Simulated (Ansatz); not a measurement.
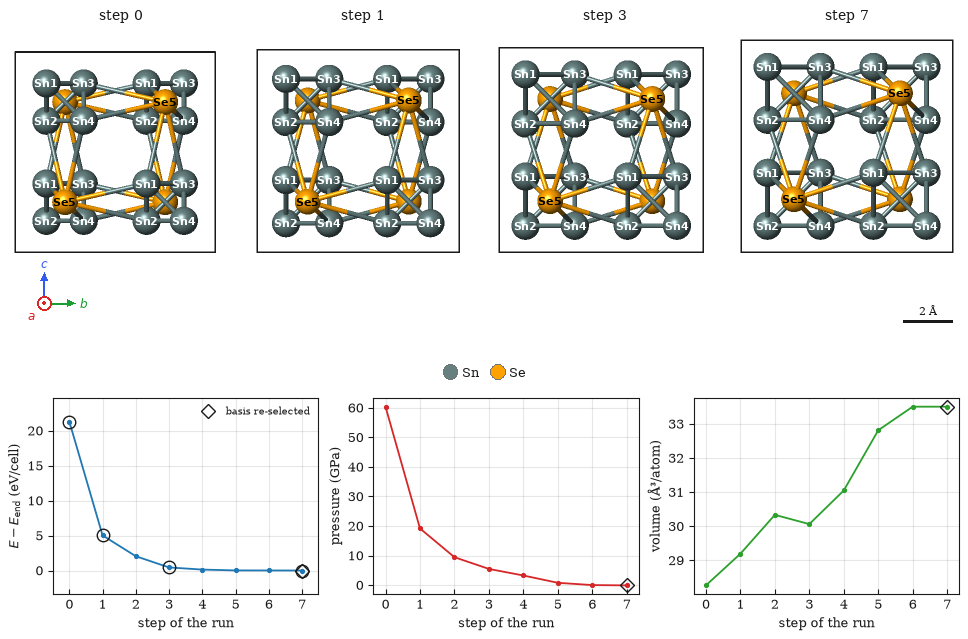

Frames of a relaxation of solid Sn4Se (a generated structure, set up in F-43m) (coarse preliminary run), marked on the history of the run. Style: ball-and-stick. Shown: the conventional cell (4 times the calculation's cell), along the a axis. Lengths and directions refer to the drawn axes.

Computed with Ansatz, DFT PBE, scalar-relativistic, plane waves, PAW.

The input:
```yaml
crystal:
  lattice:
    - [0.0, 4.13428365, 4.13428365]
    - [4.13428365, 0.0, 4.13428365]
    - [4.13428365, 4.13428365, 0.0]
  atoms:
    - { symbol: Sn, position: [0.84303023, 0.84303023, 0.84303023] }
    - { symbol: Sn, position: [0.84303023, 0.84303023, 0.4709093] }
    - { symbol: Sn, position: [0.84303023, 0.4709093, 0.84303023] }
    - { symbol: Sn, position: [0.4709093, 0.84303023, 0.84303023] }
    - { symbol: Se, position: [0.25, 0.25, 0.25] }
basis:
  ecutwfc: 420
kpoints:
  mp_grid: { grid: [4, 4, 4] }
hamiltonian:
  xc: pbe
scf:
  occupations: { method: gaussian, width: 0.1 }
  lower_state_search: "off"
output:
  forces: true
  stress: true
  eigenvalues: true
relax:
  adjacent_minimum: "off"
  f_tol: 0.04
  max_steps: 70
  cell: { stress_tol: 0.4 }
```

Launched with:
```bash
ansatz run input.yaml --threads 1 --pin off --max-ram 2560MiB --backend cpu --events-out ev --progress --plain --runs-dir out
```

> Describe the path.

The largest moves relative to the cell, 0.48 Å, are those of Sn1, Sn2, Sn3 and Sn4. Sn1 goes along [1 −1 1]. Se stays in place. The drawn cell changes as follows: a = b = c 8.269 → 8.751 Å (+5.8 %); the volume changes by +18.5 %. Some distances before and after: Sn1–Sn2 2.176 → 3.091 Å, Sn1–Se5 3.537 → 3.628 Å. The space group stays F-43m (No. 216). After 6 accepted moves (7 points after the start) the energy has fallen by 21.298 eV per cell of the calculation. The largest force component goes from 19 to 0.0021 eV/Å. Pressure: 60.35 GPa at the start and −0.11 GPa at the end. The SCF was repeated once at an unchanged geometry on a basis and grid sized afresh for the cell, which shifted the energy by 4.6 meV per cell of the calculation at most. From step 0 to 1: Sn atoms move most (0.20 Å), volume +3.3 %, energy −16.281 eV per cell of the calculation. From step 1 to 3: Sn atoms move most (0.20 Å), volume +3.0 %, energy −4.580 eV per cell of the calculation. From step 3 to 7: Sn atoms move most (0.07 Å), volume +11.4 %, energy −0.438 eV per cell of the calculation.
